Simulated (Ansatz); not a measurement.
```
Cu O
1.0
    -2.34220    1.73960    0.00000
    -2.34220   -1.73960    0.00000
    -0.77323    0.00000    5.06279
Cu O
2 2
Direct
  0.00000 0.50000 0.00000
  0.50000 0.00000 0.50000
  0.44690 0.55310 0.25000
  0.55310 0.44690 0.75000
```

Space group C2/c; not relaxed (largest force 0.3 eV/Å); computed pressure about 8 GPa in this cell; Hubbard U of 4 eV on Cu d only; spin-polarised.

Level of theory: DFT, PBE+U, PAW, plane waves, scalar-relativistic in Ansatz.

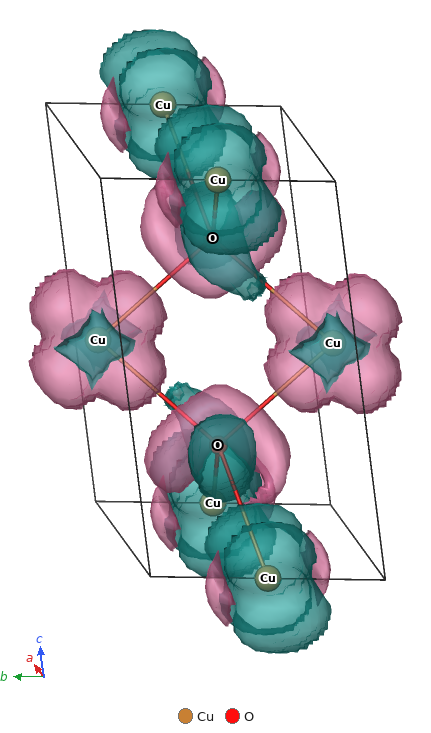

CuO. Isosurfaces of the spin density at +0.015 (teal) and −0.015 e/Å³ (pink), seen at an oblique angle. Sticks mark near contacts.

In a PAW calculation such maps are meaningful between the atoms, not at the nuclei.

> Which atoms carry the moments, and with what signs?

The spin density sits on Cu: +0.5 μB and −0.5 μB in one cell of 4 atoms: antiferromagnetic in this solution, which needn't be the ground state, with nearest magnetic neighbours parallel and the sign changing further off. The cell of the calculation (4 atoms) carries 0.0 μB of net spin moment.
